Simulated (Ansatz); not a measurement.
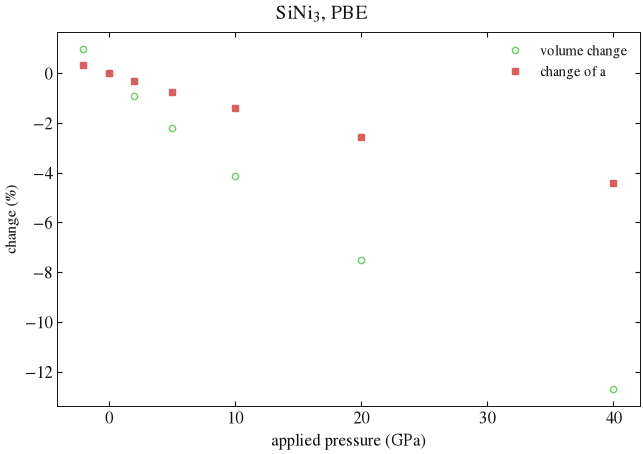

The plot gives the computed volume change and change of a against applied pressure for SiNi₃, space group Pm-3m (No. 221).

Cell as given: a = 3.506 Å, b = 3.506 Å, c = 3.506 Å, α = 90.00°, β = 90.00°, γ = 90.00°; 4 atoms.

Method: volume, enthalpy and cell of a crystal along a series of hydrostatic pressures at zero temperature, keeping its symmetry; changes are against the given cell; the k mesh follows the cell and the gap; plane waves with PAW datasets, Γ-centred k mesh (Ansatz 0.2.0). Level: PBE, no spin polarisation.

| setting | value |
| --- | --- |
| wave cutoff | 420 eV |
| occupations | Gaussian |
| k mesh at zero pressure | 12×12×12 |
| smearing width at zero pressure | 0.1 eV |

The change of b equals the change of a; the change of c equals the change of a.

Tabulate the plotted points.

```tsv
applied pressure (GPa)	volume change (%)	change of a (%)
-2	0.96	0.32
0	0.00	0.00
2	-0.91	-0.31
5	-2.22	-0.75
10	-4.14	-1.40
20	-7.49	-2.56
40	-12.70	-4.43
```

Note: no spin polarisation, a magnetic state may lie lower.
